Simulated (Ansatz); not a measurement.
**Geometry relaxation of C$_{11}$H$_{2}$ (part 3 of 3)**

C$_{11}$H$_{2}$ (slab, 26 atoms in the cell); DFT PBE+D3(BJ), scalar-relativistic, plane waves, PAW, no spin polarisation (Ansatz 0.2.0); cutoff 420 eV, 5×10×1 k-mesh, Gaussian smearing of 0.05 eV. The structure derives from an entry of the Crystallography Open Database. The input holds or restrains some coordinates.

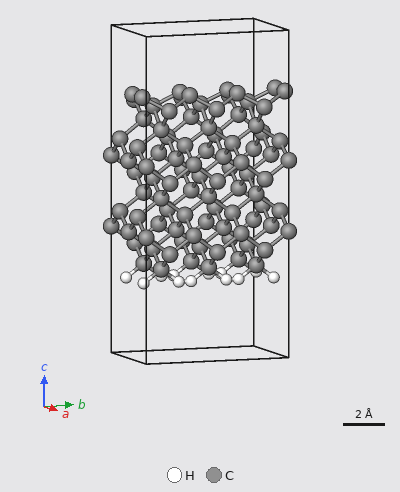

Fig. 1: The geometry at step 4 of the log (ball-and-stick view of the 1 × 3 repeat of the cell, with the vacuum cut short, seen slightly off an axis).

Output, continued:
```
--- Relaxed structure (7 steps of the walk, 6 accepted, 0 SCFs on fresh bases) ---
  F+E_penalty+E_count = -5573.83666732 eV   max|allowed force component| = 2.008e-2 eV/Å
  atoms:
    - { symbol: H, position: [0.25, 0.1299113338, 0.3225750471] }
    - { symbol: H, position: [0.25, 0.8700886662, 0.3225750471] }
    - { symbol: H, position: [0.75, 0.8700886662, 0.3225750471] }
    - { symbol: H, position: [0.75, 0.1299113338, 0.3225750471] }
    - { symbol: C, position: [0.25, 0.5, 0.3475551069] }
    - { symbol: C, position: [0.75, 0.5, 0.3475551069] }
    - { symbol: C, position: [0.5, 0.5, 0.38130109169999993] }
    - { symbol: C, position: [0.0, 0.5, 0.38130109169999993] }
    - { symbol: C, position: [0.5, 0.0, 0.4150470764] }
    - { symbol: C, position: [0.0, 0.0, 0.4150470764] }
    - { symbol: C, position: [0.75, 0.0, 0.44879306109999995] }
    - { symbol: C, position: [0.25, 0.0, 0.44879306109999995] }
    - { symbol: C, position: [0.75, 0.5, 0.4825390458] }
    - { symbol: C, position: [0.25, 0.5, 0.4825390458] }
    - { symbol: C, position: [0.003854416245539592, 0.5, 0.5163336579232014] }
    - { symbol: C, position: [0.49614558375446044, 0.5, 0.5163336579232014] }
    - { symbol: C, position: [0.004231647413570813, 0.0, 0.5500741091453955] }
    - { symbol: C, position: [0.49576835258642915, 0.0, 0.5500741091453955] }
    - { symbol: C, position: [0.25, 0.0, 0.5869729864595797] }
    - { symbol: C, position: [0.75, 0.0, 0.581041859400096] }
    - { symbol: C, position: [0.25, 0.5, 0.6227960260210893] }
    - { symbol: C, position: [0.75, 0.5, 0.6127441059708647] }
    - { symbol: C, position: [0.5178448434687296, 0.5, 0.653185082480561] }
    - { symbol: C, position: [-0.0178448434687296, 0.5, 0.653185082480561] }
    - { symbol: C, position: [0.6126310306496887, 0.0, 0.6791182533789698] }
    - { symbol: C, position: [0.8873689693503113, 0.0, 0.6791182533789698] }
```

Trajectory as extended XYZ (Å, eV, eV/Å), 7 frames, from step=1 to step=7:
```
26
Lattice="5.0302 0.0000 0.0000 0.0000 2.5151 0.0000 0.0000 0.0000 26.3505" Properties=species:S:1:pos:R:3:forces:R:3 step=1 energy=-5572.63396
H     1.2575    0.3267    8.5000    0.0000  13.0410   0.5746
H     1.2575    2.1884    8.5000    0.0000 -13.0410   0.5746
H     3.7727    2.1884    8.5000    0.0000 -13.0408   0.5742
H     3.7727    0.3267    8.5000    0.0000  13.0408   0.5742
C     1.2575    1.2575    9.1582    0.0000   0.0000   0.1271
C     3.7727    1.2575    9.1582    0.0000   0.0000   0.1248
C     2.5151    1.2575   10.0475    0.0033   0.0000  -1.3995
C     0.0000    1.2575   10.0475   -0.0033   0.0000  -1.3995
C     2.5151    0.0000   10.9367   -0.0039   0.0000   0.1189
C     0.0000    0.0000   10.9367    0.0039   0.0000   0.1189
C     3.7727    0.0000   11.8259    0.0000   0.0000  -0.0112
C     1.2575    0.0000   11.8259    0.0000   0.0000  -0.0203
C     3.7727    1.2575   12.7151    0.0000   0.0000   0.0521
C     1.2575    1.2575   12.7151    0.0000   0.0000  -0.0346
C     0.0000    1.2575   13.6043    0.1009   0.0000  -0.0057
C     2.5151    1.2575   13.6043   -0.1009   0.0000  -0.0057
C     0.0000    0.0000   14.4936   -0.0913   0.0000  -0.0607
C     2.5151    0.0000   14.4936    0.0913   0.0000  -0.0607
C     1.2575    0.0000   15.3828    0.0000   0.0000   0.1503
C     3.7727    0.0000   15.3828    0.0000   0.0000  -0.9165
C     1.2575    1.2575   16.2720    0.0000   0.0000   1.8241
C     3.7727    1.2575   16.2720    0.0000   0.0000  -4.8179
C     2.5151    1.2575   17.1612    2.5441   0.0000   1.2610
C     0.0000    1.2575   17.1612   -2.5441   0.0000   1.2610
C     2.9930    0.0000   17.8505    2.6296   0.0000   0.6965
C     4.5523    0.0000   17.8505   -2.6296   0.0000   0.6965
26
Lattice="5.0302 0.0000 0.0000 0.0000 2.5151 0.0000 0.0000 0.0000 26.3505" Properties=species:S:1:pos:R:3:forces:R:3 step=2 energy=-5573.66948
H     1.2575    0.3267    8.5000    0.0000  13.0430   0.5767
H     1.2575    2.1884    8.5000    0.0000 -13.0430   0.5767
H     3.7727    2.1884    8.5000    0.0000 -13.0428   0.5753
H     3.7727    0.3267    8.5000    0.0000  13.0428   0.5753
C     1.2575    1.2575    9.1582    0.0000   0.0000   0.1297
C     3.7727    1.2575    9.1582    0.0000   0.0000   0.1165
C     2.5151    1.2575   10.0475    0.0176   0.0000  -1.3982
C     0.0000    1.2575   10.0475   -0.0176   0.0000  -1.3982
C     2.5151    0.0000   10.9367   -0.0277   0.0000   0.1178
C     0.0000    0.0000   10.9367    0.0277   0.0000   0.1178
C     3.7727    0.0000   11.8259    0.0000   0.0000   0.0373
C     1.2575    0.0000   11.8259    0.0000   0.0000  -0.0654
C     3.7727    1.2575   12.7151    0.0000   0.0000   0.3211
C     1.2575    1.2575   12.7151    0.0000   0.0000  -0.3248
C     0.0095    1.2575   13.6044    0.5377   0.0000   0.0034
C     2.5056    1.2575   13.6044   -0.5377   0.0000   0.0034
C     0.0284    0.0000   14.4937   -0.6362   0.0000  -0.0182
C     2.4867    0.0000   14.4937    0.6362   0.0000  -0.0182
C     1.2575    0.0000   15.4536    0.0000   0.0000  -0.0887
C     3.7727    0.0000   15.3143    0.0000   0.0000   0.3861
C     1.2575    1.2575   16.3856    0.0000   0.0000   0.2013
C     3.7727    1.2575   16.1763    0.0000   0.0000  -1.5141
C     2.5943    1.2575   17.1971    0.0962   0.0000   0.4799
C    -0.0792    1.2575   17.1971   -0.0962   0.0000   0.4799
C     3.0386    0.0000   17.8982    2.6606   0.0000   0.0647
C     4.5067    0.0000   17.8982   -2.6606   0.0000   0.0647
26
Lattice="5.0302 0.0000 0.0000 0.0000 2.5151 0.0000 0.0000 0.0000 26.3505" Properties=species:S:1:pos:R:3:forces:R:3 step=3 energy=-5573.60515 accepted=F
H     1.2575    0.3267    8.5000    0.0000  13.0428   0.5762
H     1.2575    2.1884    8.5000    0.0000 -13.0428   0.5762
H     3.7727    2.1884    8.5000    0.0000 -13.0435   0.5761
H     3.7727    0.3267    8.5000    0.0000  13.0435   0.5761
C     1.2575    1.2575    9.1582    0.0000   0.0000   0.1251
C     3.7727    1.2575    9.1582    0.0000   0.0000   0.1197
C     2.5151    1.2575   10.0475    0.0060   0.0000  -1.3972
C     0.0000    1.2575   10.0475   -0.0060   0.0000  -1.3972
C     2.5151    0.0000   10.9367   -0.0256   0.0000   0.1175
C     0.0000    0.0000   10.9367    0.0256   0.0000   0.1175
C     3.7727    0.0000   11.8259    0.0000   0.0000   0.1302
C     1.2575    0.0000   11.8259    0.0000   0.0000  -0.0704
C     3.7727    1.2575   12.7151    0.0000   0.0000   0.4273
C     1.2575    1.2575   12.7151    0.0000   0.0000  -0.3072
C     0.0312    1.2575   13.6107   -0.6068   0.0000  -0.1856
C     2.4839    1.2575   13.6107    0.6068   0.0000  -0.1856
C     0.0126    0.0000   14.4907    0.7139   0.0000   0.5076
C     2.5025    0.0000   14.4907   -0.7139   0.0000   0.5076
C     1.2575    0.0000   15.5007    0.0000   0.0000  -0.8211
C     3.7727    0.0000   15.3109    0.0000   0.0000   0.0239
C     1.2575    1.2575   16.4287    0.0000   0.0000   0.7124
C     3.7727    1.2575   16.1317    0.0000   0.0000   1.8129
C     2.5610    1.2575   17.2785    1.7186   0.0000  -1.0435
C    -0.0459    1.2575   17.2785   -1.7186   0.0000  -1.0435
C     3.0597    0.0000   17.9394    1.2458   0.0000  -0.2279
C     4.4856    0.0000   17.9394   -1.2458   0.0000  -0.2279
26
Lattice="5.0302 0.0000 0.0000 0.0000 2.5151 0.0000 0.0000 0.0000 26.3505" Properties=species:S:1:pos:R:3:forces:R:3 step=4 energy=-5573.83332
H     1.2575    0.3267    8.5000    0.0000  13.0431   0.5766
H     1.2575    2.1884    8.5000    0.0000 -13.0431   0.5766
H     3.7727    2.1884    8.5000    0.0000 -13.0432   0.5757
H     3.7727    0.3267    8.5000    0.0000  13.0432   0.5757
C     1.2575    1.2575    9.1582    0.0000   0.0000   0.1277
C     3.7727    1.2575    9.1582    0.0000   0.0000   0.1178
C     2.5151    1.2575   10.0475    0.0127   0.0000  -1.3980
C     0.0000    1.2575   10.0475   -0.0127   0.0000  -1.3980
C     2.5151    0.0000   10.9367   -0.0258   0.0000   0.1178
C     0.0000    0.0000   10.9367    0.0258   0.0000   0.1178
C     3.7727    0.0000   11.8259    0.0000   0.0000   0.0572
C     1.2575    0.0000   11.8259    0.0000   0.0000  -0.0781
C     3.7727    1.2575   12.7151    0.0000   0.0000   0.3285
C     1.2575    1.2575   12.7151    0.0000   0.0000  -0.3295
C     0.0169    1.2575   13.6048    0.0977   0.0000  -0.0052
C     2.4982    1.2575   13.6048   -0.0977   0.0000  -0.0052
C     0.0219    0.0000   14.4936   -0.1143   0.0000  -0.0406
C     2.4932    0.0000   14.4936    0.1143   0.0000  -0.0406
C     1.2575    0.0000   15.4587    0.0000   0.0000   0.0943
C     3.7727    0.0000   15.3128    0.0000   0.0000  -0.0905
C     1.2575    1.2575   16.4003    0.0000   0.0000   0.2141
C     3.7727    1.2575   16.1486    0.0000   0.0000  -0.1342
C     2.6094    1.2575   17.2069   -0.2455   0.0000   0.0520
C    -0.0943    1.2575   17.2069    0.2455   0.0000   0.0520
C     3.0813    0.0000   17.8949    0.0295   0.0000  -0.0318
C     4.4640    0.0000   17.8949   -0.0295   0.0000  -0.0318
26
Lattice="5.0302 0.0000 0.0000 0.0000 2.5151 0.0000 0.0000 0.0000 26.3505" Properties=species:S:1:pos:R:3:forces:R:3 step=5 energy=-5573.83467
H     1.2575    0.3267    8.5000    0.0000  13.0431   0.5765
H     1.2575    2.1884    8.5000    0.0000 -13.0431   0.5765
H     3.7727    2.1884    8.5000    0.0000 -13.0432   0.5757
H     3.7727    0.3267    8.5000    0.0000  13.0432   0.5757
C     1.2575    1.2575    9.1582    0.0000   0.0000   0.1275
C     3.7727    1.2575    9.1582    0.0000   0.0000   0.1180
C     2.5151    1.2575   10.0475    0.0120   0.0000  -1.3980
C     0.0000    1.2575   10.0475   -0.0120   0.0000  -1.3980
C     2.5151    0.0000   10.9367   -0.0261   0.0000   0.1177
C     0.0000    0.0000   10.9367    0.0261   0.0000   0.1177
C     3.7727    0.0000   11.8259    0.0000   0.0000   0.0640
C     1.2575    0.0000   11.8259    0.0000   0.0000  -0.0792
C     3.7727    1.2575   12.7151    0.0000   0.0000   0.3304
C     1.2575    1.2575   12.7151    0.0000   0.0000  -0.3332
C     0.0188    1.2575   13.6053    0.0171   0.0000  -0.0286
C     2.4963    1.2575   13.6053   -0.0171   0.0000  -0.0286
C     0.0198    0.0000   14.4925    0.0696   0.0000   0.1023
C     2.4953    0.0000   14.4925   -0.0696   0.0000   0.1023
C     1.2575    0.0000   15.4675    0.0000   0.0000   0.0515
C     3.7727    0.0000   15.3089    0.0000   0.0000   0.1544
C     1.2575    1.2575   16.4170    0.0000   0.0000  -0.1249
C     3.7727    1.2575   16.1488    0.0000   0.0000  -0.0423
C     2.6029    1.2575   17.2193    0.0680   0.0000  -0.1630
C    -0.0878    1.2575   17.2193   -0.0680   0.0000  -0.1630
C     3.0815    0.0000   17.8973    0.0321   0.0000   0.0842
C     4.4638    0.0000   17.8973   -0.0321   0.0000   0.0842
26
Lattice="5.0302 0.0000 0.0000 0.0000 2.5151 0.0000 0.0000 0.0000 26.3505" Properties=species:S:1:pos:R:3:forces:R:3 step=6 energy=-5573.83667
H     1.2575    0.3267    8.5000    0.0000  13.0431   0.5765
H     1.2575    2.1884    8.5000    0.0000 -13.0431   0.5765
H     3.7727    2.1884    8.5000    0.0000 -13.0432   0.5757
H     3.7727    0.3267    8.5000    0.0000  13.0432   0.5757
C     1.2575    1.2575    9.1582    0.0000   0.0000   0.1275
C     3.7727    1.2575    9.1582    0.0000   0.0000   0.1179
C     2.5151    1.2575   10.0475    0.0121   0.0000  -1.3980
C     0.0000    1.2575   10.0475   -0.0121   0.0000  -1.3980
C     2.5151    0.0000   10.9367   -0.0265   0.0000   0.1179
C     0.0000    0.0000   10.9367    0.0265   0.0000   0.1179
C     3.7727    0.0000   11.8259    0.0000   0.0000   0.0693
C     1.2575    0.0000   11.8259    0.0000   0.0000  -0.0791
C     3.7727    1.2575   12.7151    0.0000   0.0000   0.3619
C     1.2575    1.2575   12.7151    0.0000   0.0000  -0.3258
C     0.0194    1.2575   13.6056   -0.0008   0.0000  -0.0001
C     2.4957    1.2575   13.6056    0.0008   0.0000  -0.0001
C     0.0213    0.0000   14.4947    0.0016   0.0000  -0.0121
C     2.4938    0.0000   14.4947   -0.0016   0.0000  -0.0121
C     1.2575    0.0000   15.4670    0.0000   0.0000  -0.0201
C     3.7727    0.0000   15.3107    0.0000   0.0000  -0.0127
C     1.2575    1.2575   16.4110    0.0000   0.0000   0.0070
C     3.7727    1.2575   16.1461    0.0000   0.0000   0.0195
C     2.6049    1.2575   17.2117   -0.0009   0.0000  -0.0015
C    -0.0898    1.2575   17.2117    0.0009   0.0000  -0.0015
C     3.0817    0.0000   17.8951    0.0052   0.0000   0.0088
C     4.4636    0.0000   17.8951   -0.0052   0.0000   0.0088
26
Lattice="5.0302 0.0000 0.0000 0.0000 2.5151 0.0000 0.0000 0.0000 26.3505" Properties=species:S:1:pos:R:3:forces:R:3 step=7 energy=-5573.83667
H     1.2575    0.3267    8.5000    0.0000  13.0431   0.5765
H     1.2575    2.1884    8.5000    0.0000 -13.0431   0.5765
H     3.7727    2.1884    8.5000    0.0000 -13.0432   0.5757
H     3.7727    0.3267    8.5000    0.0000  13.0432   0.5757
C     1.2575    1.2575    9.1582    0.0000   0.0000   0.1275
C     3.7727    1.2575    9.1582    0.0000   0.0000   0.1179
C     2.5151    1.2575   10.0475    0.0121   0.0000  -1.3980
C     0.0000    1.2575   10.0475   -0.0121   0.0000  -1.3980
C     2.5151    0.0000   10.9367   -0.0265   0.0000   0.1179
C     0.0000    0.0000   10.9367    0.0265   0.0000   0.1179
C     3.7727    0.0000   11.8259    0.0000   0.0000   0.0693
C     1.2575    0.0000   11.8259    0.0000   0.0000  -0.0791
C     3.7727    1.2575   12.7151    0.0000   0.0000   0.3620
C     1.2575    1.2575   12.7151    0.0000   0.0000  -0.3258
C     0.0194    1.2575   13.6056   -0.0008   0.0000  -0.0001
C     2.4957    1.2575   13.6056    0.0008   0.0000  -0.0001
C     0.0213    0.0000   14.4947    0.0017   0.0000  -0.0121
C     2.4938    0.0000   14.4947   -0.0017   0.0000  -0.0121
C     1.2575    0.0000   15.4670    0.0000   0.0000  -0.0201
C     3.7727    0.0000   15.3107    0.0000   0.0000  -0.0126
C     1.2575    1.2575   16.4110    0.0000   0.0000   0.0069
C     3.7727    1.2575   16.1461    0.0000   0.0000   0.0194
C     2.6049    1.2575   17.2117   -0.0008   0.0000  -0.0015
C    -0.0898    1.2575   17.2117    0.0008   0.0000  -0.0015
C     3.0817    0.0000   17.8951    0.0053   0.0000   0.0088
C     4.4636    0.0000   17.8951   -0.0053   0.0000   0.0088
```

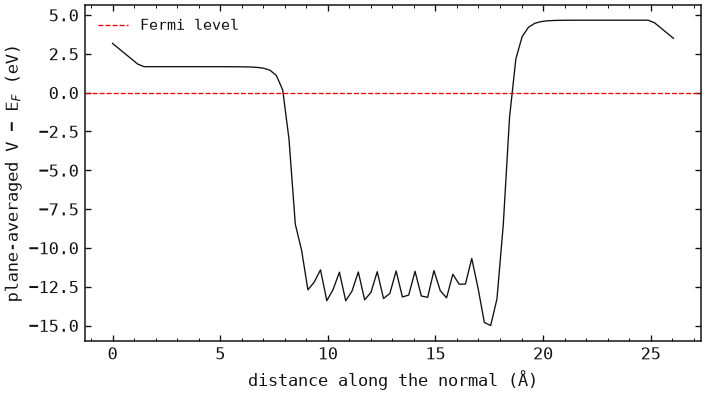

Fig. 2: Plane average of the electrostatic potential energy of an electron across the cell, from the Fermi level. The vacuum level lies 4.67 eV above the Fermi level on the upper side and 1.67 eV on the lower.

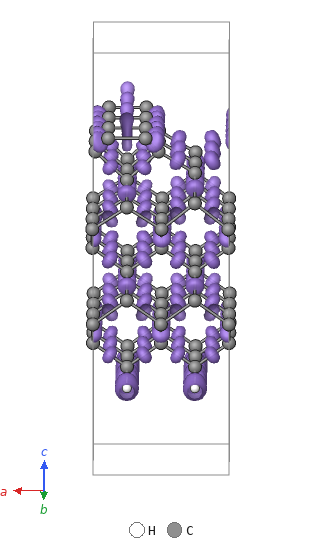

Fig. 3: Isosurface of the ELF at 0.85 (purple), seen at an oblique angle. Core shells and regions of very low density are left out. Sticks mark near contacts. Counts are for one cell; the picture repeats the cell along the surface.  Values along the shortest contacts: H–H (0.65 Å): the ELF is about 0.90 at the midpoint (a covalent bond by its length). C–H (1.14 Å): the ELF climbs to about 1 towards the hydrogen, as it does in any bond to H (a covalent bond by its length). Core electrons are frozen (PAW), so the fields are smoothed inside the atomic spheres.

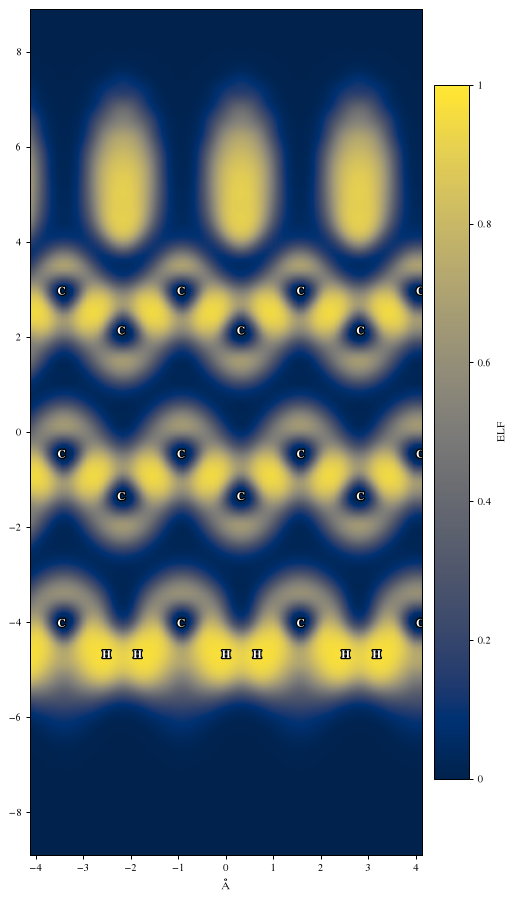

Fig. 4: ELF on the (100) plane of the calculation cell, a cut from vacuum to vacuum. The section cuts through H and C sites. H–H (0.65 Å): the ELF is about 0.90 at the midpoint; a covalent bond by its length. C–H (1.14 Å): the ELF climbs to about 1 towards the hydrogen (a covalent bond by its length). C–C (1.54 Å): the ELF peaks at about 0.95 between the atoms (a shared electron pair).
